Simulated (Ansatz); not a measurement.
TiAl3

```cif
data_structure
_symmetry_space_group_name_H-M 'P 1'
_symmetry_Int_Tables_number 1
_cell_length_a 3.9797
_cell_length_b 3.9797
_cell_length_c 7.9595
_cell_angle_alpha 90.000
_cell_angle_beta 90.000
_cell_angle_gamma 90.000
_cell_volume 126.06
loop_
_atom_site_label
_atom_site_type_symbol
_atom_site_fract_x
_atom_site_fract_y
_atom_site_fract_z
_atom_site_occupancy
Ti1 Ti 0.00000 0.00000 0.50000 1
Ti2 Ti 0.00000 0.00000 0.00000 1
Al1 Al 0.50000 0.50000 0.00000 1
Al2 Al 0.50000 0.50000 0.50000 1
Al3 Al 0.50000 0.00000 0.25000 1
Al4 Al 0.50000 0.00000 0.75000 1
Al5 Al 0.00000 0.50000 0.25000 1
Al6 Al 0.00000 0.50000 0.75000 1
```

Space group Pm-3m; a structure from a database of computed crystals, not necessarily the ambient phase; computed without spin polarisation.

The calculation used Ansatz, DFT PBE, scalar-relativistic, plane waves, PAW.

What can the converged valence pseudo-density and electron localisation function tell about the bonding?

Ti–Al (2.81 Å): ρ at the midpoint is about 0.21 e/Å³; the ELF is about 0.35 at the midpoint.

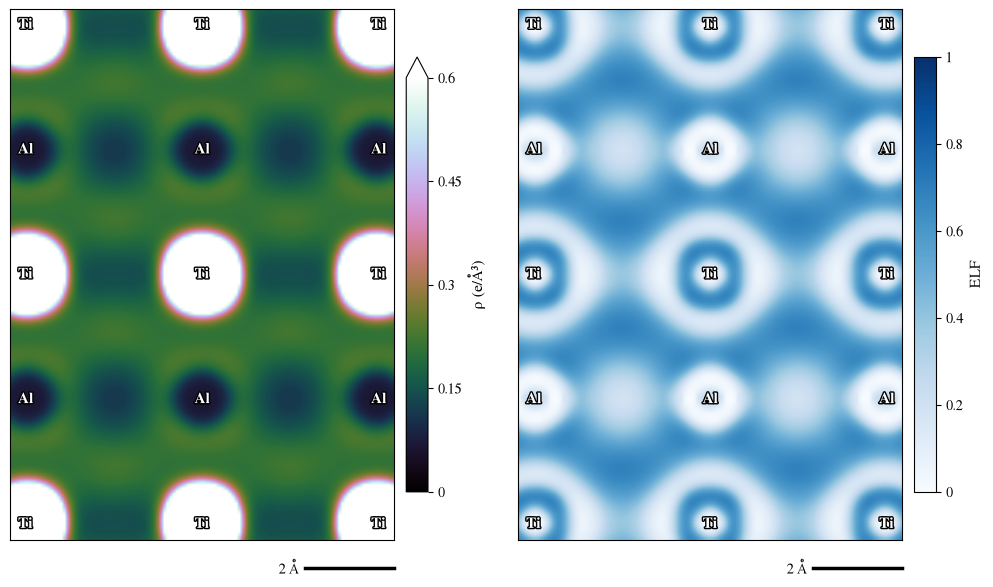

Computed valence pseudo-density and electron localisation function on the (11̄0) plane of the calculation cell, in this order. 

Core electrons are frozen (PAW), and the valence fields are smoothed inside the atomic spheres.
